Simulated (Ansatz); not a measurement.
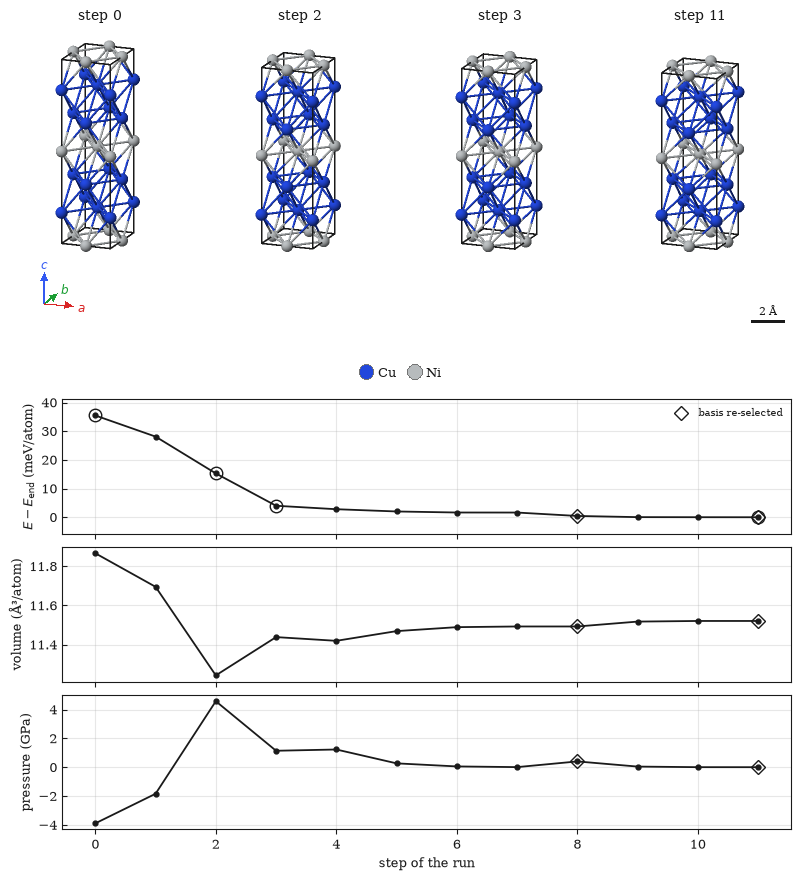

Frames of a relaxation of a crystal of Cu₂Ni (a generated structure, set up in Fmmm), marked on the history of the run. The picture is a ball-and-stick view of the conventional cell (4 times the calculation's cell), seen slightly off an axis. Lengths and directions refer to the drawn axes.

Computed with Ansatz, DFT PBE, scalar-relativistic, plane waves, PAW. Settings: plane-wave cutoff 420 eV; k-point mesh 20 × 20 × 20; occupations gaussian; smearing width 0.1 eV; collinear spin; cell and atoms relaxed; force threshold 0.01 eV/Å; at most 80 steps.

Describe the path.

After 9 accepted moves (11 points after the start) the energy has fallen by 35.5 meV per atom. The largest force component goes from 0.29 to 0.0011 eV/Å. The pressure goes from −3.89 to 0.01 GPa. The SCF was repeated twice at an unchanged geometry on a basis and grid sized afresh for the cell, which shifted the energy by 1.2 meV per atom at most. The largest moves relative to the cell, 0.024 Å, are those of Cu atoms. Ni stays in place. The volume changes by −2.9 %, with a 3.182 → 3.587 Å (+12.7 %), b 3.862 → 3.588 Å (−7.1 %), c 11.587 → 10.742 Å (−7.3 %). Some distances before and after: Cu–Ni 2.731 → 2.517 Å, Cu–Cu 2.731 → 2.569 Å, Cu–Cu 2.502 → 2.569 Å, Cu–Cu 2.502 → 2.537 Å. The space group (tolerance 0.01 Å) goes from Fmmm (No. 69) to I4/mmm (No. 139). The program noted that the starting moments weren't kept. From step 0 to 2: Cu atoms move most (0.04 Å), volume −5.3 %, energy −20.2 meV per atom. From step 2 to 3: volume +1.7 %, energy −11.3 meV per atom. From step 3 to 11: volume +0.7 %, energy −4.0 meV per atom.
